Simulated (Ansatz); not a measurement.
# Run report: CuO, single-point calculation (part 2 of 3)

The same run, continued: CuO (C2/c, 4 atoms in the cell); DFT PBE+U, scalar-relativistic, plane waves, PAW, Ueff = 4 eV on Cu d, spin-polarised (Ansatz 0.2.0); cutoff 420 eV, 5×5×3 k-mesh, Gaussian smearing of 0.05 eV, collinear spins. The structure derives from an entry of the Crystallography Open Database.

Geometry of the input (Å; fractional positions):
```
2.3418  -1.7113  0.0000
2.3418  1.7113  0.0000
-0.8500  0.0000  5.0579
Cu 0.0000  0.5000  0.0000
Cu 0.5000  -0.0000  0.5000
O  0.5816  0.4184  0.2500
O  0.4184  0.5816  0.7500
```

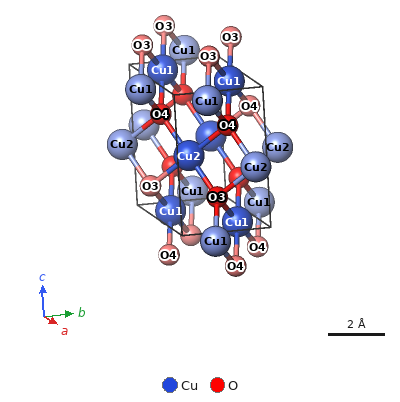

The structure as given in the input (ball-and-stick view of the cell 2 times as large as that of the calculation, set on its symmetry axes, seen slightly off an axis; neighbours outside the cell are drawn fainter; atoms are numbered from 1 in the order of the input).

### Output, continued
```
SCF iter   1: F=—  HF=-14379.932730 eV  |F-HF|=—  |Δ(HF+E_count)|=         —  Δρ=1.09e-1 (↑7.28e-2 ↓1.09e-1)  dr2=1.07e0  dr2_m=2.77e0  M=0.495 μB ∫|m|=0.539 μB  β_m=0.30  ethr=2.13e-3  ⟨swp⟩=1.1  Hψ=7368  notcnv=0
preconditioner: auto → Kerker (q_TF=auto, 2.825 Å⁻¹)  [metal: Δε(μ)=0.036 eV  Ē_g=14.276 eV  σ=0.050 eV  W_gap=0.38  n_scr=20 (ndim 8)  ℏωp=34.0 eV  f_vac=0.000  D(μ)=1.58/eV (n_scr^D=12)]
spin=Collinear: Kerker preconditioning applied to the charge; magnetization (m = ρ↑ − ρ↓) channel mixes plain (no charge-response kernel on spin).
SCF iter   2: F=—  HF=-14380.100271 eV  |F-HF|=—  |Δ(HF+E_count)|=   1.68e-1  Δρ=6.51e-2 (↑6.51e-2 ↓5.53e-2)  dr2=1.35e-1  dr2_m=1.21e0  M=0.581 μB ∫|m|=0.621 μB  β_m=0.30  ethr=2.13e-3  ⟨swp⟩=2.4  Hψ=2317  notcnv=0
SCF iter   3: F=—  HF=-14380.328820 eV  |F-HF|=—  |Δ(HF+E_count)|=   2.29e-1  Δρ=4.71e-2 (↑4.71e-2 ↓3.87e-2)  dr2=8.44e-2  dr2_m=6.07e-1  M=0.590 μB ∫|m|=0.627 μB  β_m=0.30  ethr=2.71e-4  ⟨swp⟩=2.5  Hψ=2735  notcnv=0  defer=84
SCF iter   4: F=—  HF=-14380.522723 eV  |F-HF|=—  |Δ(HF+E_count)|=   1.94e-1  Δρ=3.05e-2 (↑3.05e-2 ↓2.51e-2)  dr2=1.67e-2  dr2_m=2.84e-1  M=0.617 μB ∫|m|=0.650 μB  β_m=0.30  ethr=1.69e-4  ⟨swp⟩=2.4  Hψ=2707  notcnv=0  defer=84
SCF iter   5: F=—  HF=-14380.567489 eV  |F-HF|=—  |Δ(HF+E_count)|=   4.48e-2  Δρ=2.26e-2 (↑2.26e-2 ↓1.61e-2)  dr2=1.82e-2  dr2_m=1.38e-1  M=0.631 μB ∫|m|=0.661 μB  β_m=0.30  ethr=3.34e-5  ⟨swp⟩=2.0  Hψ=2208  notcnv=0  defer=86
SCF iter   6: F=—  HF=-14380.587011 eV  |F-HF|=—  |Δ(HF+E_count)|=   1.95e-2  Δρ=1.65e-2 (↑1.27e-2 ↓1.65e-2)  dr2=5.75e-3  dr2_m=7.80e-2  M=0.622 μB ∫|m|=0.650 μB  β_m=0.30  ethr=3.34e-5  ⟨swp⟩=2.2  Hψ=2446  notcnv=0  defer=86
SCF iter   7: F=—  HF=-14380.601600 eV  |F-HF|=—  |Δ(HF+E_count)|=   1.46e-2  Δρ=1.17e-2 (↑8.64e-3 ↓1.17e-2)  dr2=2.37e-3  dr2_m=3.84e-2  M=0.630 μB ∫|m|=0.657 μB  β_m=0.30  ethr=1.15e-5  ⟨swp⟩=2.0  Hψ=2589  notcnv=0  defer=88
SCF iter   8: F=—  HF=-14380.608490 eV  |F-HF|=—  |Δ(HF+E_count)|=   6.89e-3  Δρ=7.80e-3 (↑6.12e-3 ↓7.80e-3)  dr2=6.36e-4  dr2_m=1.80e-2  M=0.640 μB ∫|m|=0.666 μB  β_m=1.00  ethr=4.75e-6  ⟨swp⟩=1.0  Hψ=1448  notcnv=0  defer=88
SCF iter   9: F=—  HF=-14380.611154 eV  |F-HF|=—  |Δ(HF+E_count)|=   2.66e-3  Δρ=1.68e-3 (↑1.40e-3 ↓1.68e-3)  dr2=2.29e-3  dr2_m=9.34e-5  M=0.648 μB ∫|m|=0.676 μB  β_m=1.00  ethr=1.27e-6  ⟨swp⟩=2.0  Hψ=2681  notcnv=0  defer=88
SCF iter  10: F=—  HF=-14380.613593 eV  |F-HF|=—  |Δ(HF+E_count)|=   2.44e-3  Δρ=6.36e-4 (↑4.37e-4 ↓6.36e-4)  dr2=2.65e-5  dr2_m=9.91e-5  M=0.658 μB ∫|m|=0.686 μB  β_m=1.00  ethr=1.27e-6  ⟨swp⟩=2.3  Hψ=2374  notcnv=0  defer=88
SCF iter  11: F=—  HF=-14380.615417 eV  |F-HF|=—  |Δ(HF+E_count)|=   1.82e-3  Δρ=5.84e-4 (↑2.69e-4 ↓5.84e-4)  dr2=1.28e-4  dr2_m=3.51e-5  M=0.665 μB ∫|m|=0.692 μB  β_m=1.00  ethr=5.30e-8  ⟨swp⟩=2.0  Hψ=2657  notcnv=0  defer=88
SCF iter  12: F=—  HF=-14380.616381 eV  |F-HF|=—  |Δ(HF+E_count)|=   9.65e-4  Δρ=2.01e-4 (↑2.01e-4 ↓2.01e-4)  dr2=1.07e-5  dr2_m=1.15e-5  M=0.669 μB ∫|m|=0.695 μB  β_m=1.00  ethr=5.30e-8  ⟨swp⟩=2.0  Hψ=2673  notcnv=0  defer=88
SCF iter  13: F=—  HF=-14380.616945 eV  |F-HF|=—  |Δ(HF+E_count)|=   5.64e-4  Δρ=5.90e-4 (↑2.22e-4 ↓5.90e-4)  dr2=1.10e-4  dr2_m=3.88e-5  M=0.675 μB ∫|m|=0.701 μB  β_m=1.00  ethr=2.14e-8  ⟨swp⟩=2.0  Hψ=2670  notcnv=0  defer=88
SCF iter  14: F=—  HF=-14380.617315 eV  |F-HF|=—  |Δ(HF+E_count)|=   3.70e-4  Δρ=6.29e-4 (↑2.67e-4 ↓6.29e-4)  dr2=1.70e-4  dr2_m=3.39e-5  M=0.681 μB ∫|m|=0.706 μB  β_m=1.00  ethr=2.14e-8  ⟨swp⟩=2.0  Hψ=2648  notcnv=0  defer=88
SCF iter  15: F=—  HF=-14380.617527 eV  |F-HF|=—  |Δ(HF+E_count)|=   2.12e-4  Δρ=3.04e-4 (↑1.86e-4 ↓3.04e-4)  dr2=1.03e-5  dr2_m=2.02e-5  M=0.686 μB ∫|m|=0.711 μB  β_m=0.30  ethr=2.14e-8  ⟨swp⟩=2.0  Hψ=2625  notcnv=0  defer=88
Mixer restart at iter 15: flushing history
spin-set hold released at iteration 15 (site moments' squared step at or under half its running peak, from the soft ceiling on): the magnetisation degrees of freedom join the quasi-Newton model from the next iteration; the mixer history was flushed
SCF iter  16: F=—  HF=-14380.617710 eV  |F-HF|=—  |Δ(HF+E_count)|=   1.83e-4  Δρ=5.68e-4 (↑3.83e-4 ↓5.68e-4)  dr2=2.68e-5  dr2_m=7.95e-5  M=0.692 μB ∫|m|=0.717 μB  β_m=0.65  ethr=2.07e-8  ⟨swp⟩=2.1  Hψ=2083  notcnv=0  defer=88
SCF iter  17: F=—  HF=-14380.617887 eV  |F-HF|=—  |Δ(HF+E_count)|=   1.77e-4  Δρ=9.05e-4 (↑6.35e-4 ↓9.05e-4)  dr2=6.17e-5  dr2_m=2.10e-4  M=0.699 μB ∫|m|=0.724 μB  β_m=0.40  ethr=2.07e-8  ⟨swp⟩=2.1  Hψ=2077  notcnv=0  defer=88
SCF iter  18: F=—  HF=-14380.618052 eV  |F-HF|=—  |Δ(HF+E_count)|=   1.65e-4  Δρ=1.03e-3 (↑6.37e-4 ↓1.03e-3)  dr2=1.10e-4  dr2_m=2.38e-4  M=0.709 μB ∫|m|=0.734 μB  β_m=0.22  ethr=2.07e-8  ⟨swp⟩=2.0  Hψ=2457  notcnv=0  defer=88
SCF iter  19: F=—  HF=-14380.618298 eV  |F-HF|=—  |Δ(HF+E_count)|=   2.46e-4  Δρ=1.09e-3 (↑9.49e-4 ↓1.09e-3)  dr2=3.19e-5  dr2_m=3.81e-4  M=0.724 μB ∫|m|=0.748 μB  β_m=0.13  ethr=2.07e-8  ⟨swp⟩=2.0  Hψ=2654  notcnv=0  defer=88
SCF iter  20: F=—  HF=-14380.618485 eV  |F-HF|=—  |Δ(HF+E_count)|=   1.87e-4  Δρ=8.17e-4 (↑7.70e-4 ↓8.17e-4)  dr2=5.09e-6  dr2_m=2.32e-4  M=0.738 μB ∫|m|=0.763 μB  β_m=0.19  ethr=2.07e-8  ⟨swp⟩=2.0  Hψ=2685  notcnv=0  defer=88
SCF iter  21: F=—  HF=-14380.618073 eV  |F-HF|=—  |Δ(HF+E_count)|=   4.12e-4  Δρ=1.11e-3 (↑8.72e-4 ↓1.11e-3)  dr2=4.35e-5  dr2_m=3.59e-4  M=0.709 μB ∫|m|=0.733 μB  β_m=0.23  ethr=1.02e-8  ⟨swp⟩=2.7  Hψ=2825  notcnv=0  defer=88
SCF iter  22: F=—  HF=-14380.617518 eV  |F-HF|=—  |Δ(HF+E_count)|=   5.55e-4  Δρ=7.99e-4 (↑6.41e-4 ↓7.99e-4)  dr2=2.04e-5  dr2_m=1.89e-4  M=0.680 μB ∫|m|=0.704 μB  β_m=0.02  ethr=1.02e-8  ⟨swp⟩=2.4  Hψ=2771  notcnv=0  defer=88
SCF iter  23: F=—  HF=-14380.617916 eV  |F-HF|=—  |Δ(HF+E_count)|=   3.98e-4  Δρ=1.32e-3 (↑7.86e-4 ↓1.32e-3)  dr2=1.05e-4  dr2_m=4.00e-4  M=0.699 μB ∫|m|=0.723 μB  β_m=0.05  ethr=1.02e-8  ⟨swp⟩=2.4  Hψ=2781  notcnv=0  defer=88
SCF iter  24: F=—  HF=-14380.618830 eV  |F-HF|=—  |Δ(HF+E_count)|=   9.14e-4  Δρ=1.81e-3 (↑1.39e-3 ↓1.81e-3)  dr2=1.52e-4  dr2_m=9.24e-4  M=0.755 μB ∫|m|=0.779 μB  β_m=0.06  ethr=1.02e-8  ⟨swp⟩=3.1  Hψ=3104  notcnv=0  defer=88
SCF iter  25: F=—  HF=-14380.622093 eV  |F-HF|=—  |Δ(HF+E_count)|=   3.26e-3  Δρ=3.73e-3 (↑2.81e-3 ↓3.73e-3)  dr2=1.05e-3  dr2_m=3.73e-3  M=0.886 μB ∫|m|=0.911 μB  β_m=0.07  ethr=1.02e-8  ⟨swp⟩=3.0  Hψ=3507  notcnv=0  defer=88  recentre
SCF iter  26: F=—  HF=-14380.618996 eV  |F-HF|=—  |Δ(HF+E_count)|=   3.10e-3  Δρ=1.95e-3 (↑1.60e-3 ↓1.95e-3)  dr2=1.65e-4  dr2_m=1.13e-3  M=0.764 μB ∫|m|=0.788 μB  β_m=0.02  ethr=1.02e-8  ⟨swp⟩=3.0  Hψ=3539  notcnv=0  defer=88
SCF iter  27: F=—  HF=-14380.618205 eV  |F-HF|=—  |Δ(HF+E_count)|=   7.91e-4  Δρ=1.27e-3 (↑1.15e-3 ↓1.27e-3)  dr2=1.86e-5  dr2_m=5.43e-4  M=0.717 μB ∫|m|=0.740 μB  β_m=0.05  ethr=1.02e-8  ⟨swp⟩=2.3  Hψ=2791  notcnv=0  defer=88
SCF iter  28: F=—  HF=-14380.616684 eV  |F-HF|=—  |Δ(HF+E_count)|=   1.52e-3  Δρ=1.98e-3 (↑1.60e-3 ↓1.98e-3)  dr2=1.89e-4  dr2_m=1.15e-3  M=0.655 μB ∫|m|=0.676 μB  β_m=0.01  ethr=1.02e-8  ⟨swp⟩=3.0  Hψ=3447  notcnv=0  defer=88  recentre
SCF iter  29: F=—  HF=-14380.619931 eV  |F-HF|=—  |Δ(HF+E_count)|=   3.25e-3  Δρ=2.51e-3 (↑1.94e-3 ↓2.51e-3)  dr2=3.38e-4  dr2_m=1.77e-3  M=0.808 μB ∫|m|=0.833 μB  β_m=0.00  ethr=1.02e-8  ⟨swp⟩=3.0  Hψ=3704  notcnv=0  defer=88
SCF iter  30: F=—  HF=-14380.620970 eV  |F-HF|=—  |Δ(HF+E_count)|=   1.04e-3  Δρ=2.78e-3 (↑2.06e-3 ↓2.78e-3)  dr2=4.02e-4  dr2_m=2.10e-3  M=0.849 μB ∫|m|=0.875 μB  β_m=0.00  ethr=1.02e-8  ⟨swp⟩=2.9  Hψ=3216  notcnv=0  defer=88
SCF iter  31: F=—  HF=-14380.628574 eV  |F-HF|=—  |Δ(HF+E_count)|=   7.60e-3  Δρ=5.24e-3 (↑3.84e-3 ↓5.24e-3)  dr2=3.54e-3  dr2_m=6.70e-3  M=1.037 μB ∫|m|=1.064 μB  β_m=0.00  ethr=1.02e-8  ⟨swp⟩=3.0  Hψ=3703  notcnv=0  defer=88  recentre
SCF iter  32: F=—  HF=-14380.624586 eV  |F-HF|=—  |Δ(HF+E_count)|=   3.99e-3  Δρ=4.53e-3 (↑3.37e-3 ↓4.53e-3)  dr2=1.49e-3  dr2_m=5.50e-3  M=0.949 μB ∫|m|=0.974 μB  β_m=0.01  ethr=1.02e-8  ⟨swp⟩=3.0  Hψ=3558  notcnv=0  defer=88
SCF iter  33: F=—  HF=-14380.632214 eV  |F-HF|=—  |Δ(HF+E_count)|=   7.63e-3  Δρ=4.98e-3 (↑4.20e-3 ↓4.98e-3)  dr2=5.22e-3  dr2_m=6.14e-3  M=1.119 μB ∫|m|=1.148 μB  β_m=0.01  ethr=1.02e-8  ⟨swp⟩=3.0  Hψ=3771  notcnv=0  defer=88
SCF iter  34: F=—  HF=-14380.640234 eV  |F-HF|=—  |Δ(HF+E_count)|=   8.02e-3  Δρ=9.15e-3 (↑7.48e-3 ↓9.15e-3)  dr2=2.11e-2  dr2_m=1.93e-2  M=1.368 μB ∫|m|=1.400 μB  β_m=0.00  ethr=1.02e-8  ⟨swp⟩=3.1  Hψ=3862  notcnv=0  defer=87  recentre
SCF iter  35: F=—  HF=-14380.638324 eV  |F-HF|=—  |Δ(HF+E_count)|=   1.91e-3  Δρ=7.68e-3 (↑6.38e-3 ↓7.68e-3)  dr2=1.47e-2  dr2_m=1.38e-2  M=1.317 μB ∫|m|=1.349 μB  β_m=0.00  ethr=1.02e-8  ⟨swp⟩=2.0  Hψ=2844  notcnv=0  defer=87
SCF iter  36: F=—  HF=-14380.631466 eV  |F-HF|=—  |Δ(HF+E_count)|=   6.86e-3  Δρ=3.47e-3 (↑3.47e-3 ↓3.04e-3)  dr2=2.71e-3  dr2_m=2.85e-3  M=1.121 μB ∫|m|=1.153 μB  β_m=0.00  ethr=1.02e-8  ⟨swp⟩=3.0  Hψ=3491  notcnv=0  defer=87
SCF iter  37: F=—  HF=-14380.619823 eV  |F-HF|=—  |Δ(HF+E_count)|=   1.16e-2  Δρ=2.32e-3 (↑1.94e-3 ↓2.32e-3)  dr2=3.20e-4  dr2_m=1.60e-3  M=0.804 μB ∫|m|=0.829 μB  β_m=0.00  ethr=1.02e-8  ⟨swp⟩=3.9  Hψ=4520  notcnv=0  defer=86
SCF iter  38: F=—  HF=-14380.620064 eV  |F-HF|=—  |Δ(HF+E_count)|=   2.41e-4  Δρ=2.27e-3 (↑2.03e-3 ↓2.27e-3)  dr2=3.01e-4  dr2_m=1.63e-3  M=0.814 μB ∫|m|=0.839 μB  β_m=0.00  ethr=1.02e-8  ⟨swp⟩=2.0  Hψ=2769  notcnv=0  defer=86
SCF iter  39: F=—  HF=-14380.620774 eV  |F-HF|=—  |Δ(HF+E_count)|=   7.10e-4  Δρ=2.79e-3 (↑2.15e-3 ↓2.79e-3)  dr2=4.91e-4  dr2_m=2.13e-3  M=0.844 μB ∫|m|=0.870 μB  β_m=0.00  ethr=1.02e-8  ⟨swp⟩=2.8  Hψ=2926  notcnv=0  defer=86
SCF iter  40: F=—  HF=-14380.619700 eV  |F-HF|=—  |Δ(HF+E_count)|=   1.07e-3  Δρ=2.26e-3 (↑1.83e-3 ↓2.26e-3)  dr2=3.25e-4  dr2_m=1.47e-3  M=0.798 μB ∫|m|=0.823 μB  β_m=0.00  ethr=1.02e-8  ⟨swp⟩=3.1  Hψ=3276  notcnv=0  defer=86
SCF iter  41: F=—  HF=-14380.621300 eV  |F-HF|=—  |Δ(HF+E_count)|=   1.60e-3  Δρ=2.73e-3 (↑2.21e-3 ↓2.73e-3)  dr2=1.92e-4  dr2_m=2.24e-3  M=0.860 μB ∫|m|=0.885 μB  β_m=0.00  ethr=1.02e-8  ⟨swp⟩=3.0  Hψ=3375  notcnv=0  defer=86
SCF iter  42: F=—  HF=-14380.619811 eV  |F-HF|=—  |Δ(HF+E_count)|=   1.49e-3  Δρ=1.83e-3 (↑1.45e-3 ↓1.83e-3)  dr2=1.30e-4  dr2_m=9.74e-4  M=0.806 μB ∫|m|=0.831 μB  β_m=0.01  ethr=1.02e-8  ⟨swp⟩=3.1  Hψ=3296  notcnv=0  defer=86
SCF iter  43: F=—  HF=-14380.619161 eV  |F-HF|=—  |Δ(HF+E_count)|=   6.50e-4  Δρ=1.83e-3 (↑1.42e-3 ↓1.83e-3)  dr2=2.12e-4  dr2_m=9.32e-4  M=0.774 μB ∫|m|=0.798 μB  β_m=0.00  ethr=1.02e-8  ⟨swp⟩=2.7  Hψ=2950  notcnv=0  defer=86
SCF iter  44: F=—  HF=-14380.619269 eV  |F-HF|=—  |Δ(HF+E_count)|=   1.08e-4  Δρ=1.44e-3 (↑1.02e-3 ↓1.44e-3)  dr2=1.64e-4  dr2_m=5.31e-4  M=0.787 μB ∫|m|=0.812 μB  β_m=0.01  ethr=1.02e-8  ⟨swp⟩=2.0  Hψ=2653  notcnv=0  defer=86
SCF iter  45: F=—  HF=-14380.617545 eV  |F-HF|=—  |Δ(HF+E_count)|=   1.72e-3  Δρ=9.84e-4 (↑6.41e-4 ↓9.84e-4)  dr2=7.93e-5  dr2_m=2.29e-4  M=0.682 μB ∫|m|=0.706 μB  β_m=0.03  ethr=1.02e-8  ⟨swp⟩=3.0  Hψ=3412  notcnv=0  defer=86
SCF iter  46: F=—  HF=-14380.615272 eV  |F-HF|=—  |Δ(HF+E_count)|=   2.27e-3  Δρ=2.33e-3 (↑1.67e-3 ↓2.33e-3)  dr2=3.93e-4  dr2_m=1.40e-3  M=0.615 μB ∫|m|=0.636 μB  β_m=0.02  ethr=1.02e-8  ⟨swp⟩=3.0  Hψ=3523  notcnv=0  defer=86  recentre
SCF iter  47: F=—  HF=-14380.619655 eV  |F-HF|=—  |Δ(HF+E_count)|=   4.38e-3  Δρ=2.46e-3 (↑1.73e-3 ↓2.46e-3)  dr2=4.33e-4  dr2_m=1.54e-3  M=0.796 μB ∫|m|=0.821 μB  β_m=0.02  ethr=1.02e-8  ⟨swp⟩=3.0  Hψ=3856  notcnv=0  defer=86
SCF iter  48: F=—  HF=-14380.617719 eV  |F-HF|=—  |Δ(HF+E_count)|=   1.94e-3  Δρ=1.30e-3 (↑1.03e-3 ↓1.30e-3)  dr2=1.03e-4  dr2_m=4.81e-4  M=0.688 μB ∫|m|=0.711 μB  β_m=0.11  ethr=1.02e-8  ⟨swp⟩=3.0  Hψ=3538  notcnv=0  defer=86
SCF iter  49: F=—  HF=-14380.617281 eV  |F-HF|=—  |Δ(HF+E_count)|=   4.38e-4  Δρ=1.55e-3 (↑1.25e-3 ↓1.55e-3)  dr2=1.43e-4  dr2_m=6.95e-4  M=0.670 μB ∫|m|=0.693 μB  β_m=0.04  ethr=1.02e-8  ⟨swp⟩=2.2  Hψ=2741  notcnv=0  defer=86
SCF iter  50: F=—  HF=-14380.618186 eV  |F-HF|=—  |Δ(HF+E_count)|=   9.05e-4  Δρ=1.42e-3 (↑1.15e-3 ↓1.42e-3)  dr2=1.04e-4  dr2_m=5.87e-4  M=0.716 μB ∫|m|=0.740 μB  β_m=0.13  ethr=1.02e-8  ⟨swp⟩=3.1  Hψ=3281  notcnv=0  defer=86
SCF iter  51: F=—  HF=-14380.616428 eV  |F-HF|=—  |Δ(HF+E_count)|=   1.76e-3  Δρ=2.18e-3 (↑1.72e-3 ↓2.18e-3)  dr2=2.80e-4  dr2_m=1.35e-3  M=0.648 μB ∫|m|=0.669 μB  β_m=0.10  ethr=1.02e-8  ⟨swp⟩=3.0  Hψ=3450  notcnv=0  defer=86  recentre
SCF iter  52: F=—  HF=-14380.617068 eV  |F-HF|=—  |Δ(HF+E_count)|=   6.40e-4  Δρ=1.77e-3 (↑1.41e-3 ↓1.77e-3)  dr2=1.80e-4  dr2_m=8.95e-4  M=0.664 μB ∫|m|=0.686 μB  β_m=0.09  ethr=1.02e-8  ⟨swp⟩=2.3  Hψ=2679  notcnv=0  defer=86
SCF iter  53: F=—  HF=-14380.617424 eV  |F-HF|=—  |Δ(HF+E_count)|=   3.57e-4  Δρ=1.48e-3 (↑1.17e-3 ↓1.48e-3)  dr2=1.08e-4  dr2_m=6.27e-4  M=0.675 μB ∫|m|=0.698 μB  β_m=0.07  ethr=1.02e-8  ⟨swp⟩=2.2  Hψ=2738  notcnv=0  defer=86
SCF iter  54: F=—  HF=-14380.617777 eV  |F-HF|=—  |Δ(HF+E_count)|=   3.52e-4  Δρ=1.33e-3 (↑1.04e-3 ↓1.33e-3)  dr2=8.83e-5  dr2_m=5.04e-4  M=0.691 μB ∫|m|=0.714 μB  β_m=0.03  ethr=1.02e-8  ⟨swp⟩=2.1  Hψ=2644  notcnv=0  defer=86
SCF iter  55: F=—  HF=-14380.618394 eV  |F-HF|=—  |Δ(HF+E_count)|=   6.17e-4  Δρ=1.52e-3 (↑1.18e-3 ↓1.52e-3)  dr2=1.09e-4  dr2_m=6.59e-4  M=0.729 μB ∫|m|=0.753 μB  β_m=0.06  ethr=1.02e-8  ⟨swp⟩=2.6  Hψ=2915  notcnv=0  defer=86
SCF iter  56: F=—  HF=-14380.617735 eV  |F-HF|=—  |Δ(HF+E_count)|=   6.58e-4  Δρ=1.35e-3 (↑1.06e-3 ↓1.35e-3)  dr2=9.03e-5  dr2_m=5.23e-4  M=0.688 μB ∫|m|=0.712 μB  β_m=0.28  ethr=1.02e-8  ⟨swp⟩=2.8  Hψ=3000  notcnv=0  defer=86
SCF iter  57: F=—  HF=-14380.618182 eV  |F-HF|=—  |Δ(HF+E_count)|=   4.47e-4  Δρ=1.43e-3 (↑1.15e-3 ↓1.43e-3)  dr2=9.73e-5  dr2_m=5.96e-4  M=0.715 μB ∫|m|=0.739 μB  β_m=0.09  ethr=1.02e-8  ⟨swp⟩=2.3  Hψ=2726  notcnv=0  defer=86
SCF iter  58: F=—  HF=-14380.618677 eV  |F-HF|=—  |Δ(HF+E_count)|=   4.95e-4  Δρ=1.80e-3 (↑1.43e-3 ↓1.80e-3)  dr2=1.59e-4  dr2_m=9.31e-4  M=0.746 μB ∫|m|=0.770 μB  β_m=0.06  ethr=1.02e-8  ⟨swp⟩=2.2  Hψ=2663  notcnv=0  defer=86
SCF iter  59: F=—  HF=-14380.618051 eV  |F-HF|=—  |Δ(HF+E_count)|=   6.26e-4  Δρ=1.39e-3 (↑1.12e-3 ↓1.39e-3)  dr2=8.14e-5  dr2_m=5.67e-4  M=0.707 μB ∫|m|=0.731 μB  β_m=0.09  ethr=1.02e-8  ⟨swp⟩=2.5  Hψ=2751  notcnv=0  defer=86
SCF iter  60: F=—  HF=-14380.620487 eV  |F-HF|=—  |Δ(HF+E_count)|=   2.44e-3  Δρ=2.92e-3 (↑2.25e-3 ↓2.92e-3)  dr2=5.03e-4  dr2_m=2.37e-3  M=0.831 μB ∫|m|=0.855 μB  β_m=0.16  ethr=1.02e-8  ⟨swp⟩=3.0  Hψ=3455  notcnv=0  defer=86  recentre
SCF iter  61: F=—  HF=-14380.618886 eV  |F-HF|=—  |Δ(HF+E_count)|=   1.60e-3  Δρ=1.90e-3 (↑1.52e-3 ↓1.90e-3)  dr2=1.77e-4  dr2_m=1.04e-3  M=0.758 μB ∫|m|=0.782 μB  β_m=0.07  ethr=1.02e-8  ⟨swp⟩=3.0  Hψ=3247  notcnv=0  defer=86
SCF iter  62: F=—  HF=-14380.618315 eV  |F-HF|=—  |Δ(HF+E_count)|=   5.70e-4  Δρ=1.32e-3 (↑1.15e-3 ↓1.32e-3)  dr2=5.05e-5  dr2_m=5.48e-4  M=0.724 μB ∫|m|=0.748 μB  β_m=0.16  ethr=1.02e-8  ⟨swp⟩=2.3  Hψ=2712  notcnv=0  defer=86
SCF iter  63: F=—  HF=-14380.616600 eV  |F-HF|=—  |Δ(HF+E_count)|=   1.72e-3  Δρ=2.12e-3 (↑1.70e-3 ↓2.12e-3)  dr2=2.25e-4  dr2_m=1.31e-3  M=0.652 μB ∫|m|=0.674 μB  β_m=0.21  ethr=1.02e-8  ⟨swp⟩=3.0  Hψ=3461  notcnv=0  defer=86  recentre
SCF iter  64: F=—  HF=-14380.619991 eV  |F-HF|=—  |Δ(HF+E_count)|=   3.39e-3  Δρ=2.61e-3 (↑2.03e-3 ↓2.61e-3)  dr2=3.80e-4  dr2_m=1.91e-3  M=0.811 μB ∫|m|=0.835 μB  β_m=0.12  ethr=1.02e-8  ⟨swp⟩=3.0  Hψ=3823  notcnv=0  defer=86
```
